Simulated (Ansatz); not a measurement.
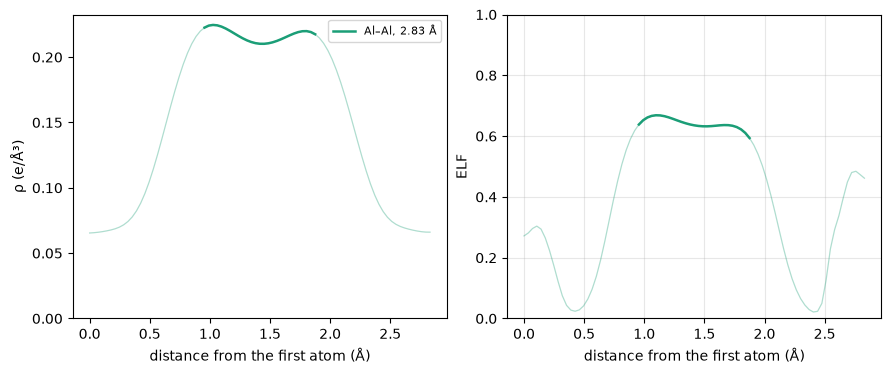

Figure. Al (slab). Valence electron density and electron localisation function along straight lines between neighbouring atoms. Thin, pale parts lie inside the atomic spheres.

Theory: DFT PBE, scalar-relativistic, plane waves, PAW (Ansatz).

Core electrons are frozen (PAW), and the valence fields are smoothed inside the atomic spheres.

```
CELL_PARAMETERS angstrom
5.71430 0.00000 0.00000
-2.85715 4.94873 0.00000
0.00000 0.00000 21.66571
ATOMIC_POSITIONS crystal
Al 0.33333 0.16667 0.39233
Al 0.33333 0.66667 0.39233
Al 0.83333 0.16667 0.39233
Al 0.83333 0.66667 0.39233
Al 0.66667 0.33333 0.49853
Al 0.66667 0.83333 0.49853
Al 0.16667 0.33333 0.49853
Al 0.16667 0.83333 0.49853
Al 0.00000 0.50000 0.60472
Al 0.00000 0.00000 0.60472
Al 0.50000 0.50000 0.60472
Al 0.50000 0.00000 0.60472
```

Q: What can be read from the curves?

A: Al–Al (2.83 Å): the density is about 0.21 e/Å³ at the midpoint; the ELF peaks at about 0.65 between the atoms.
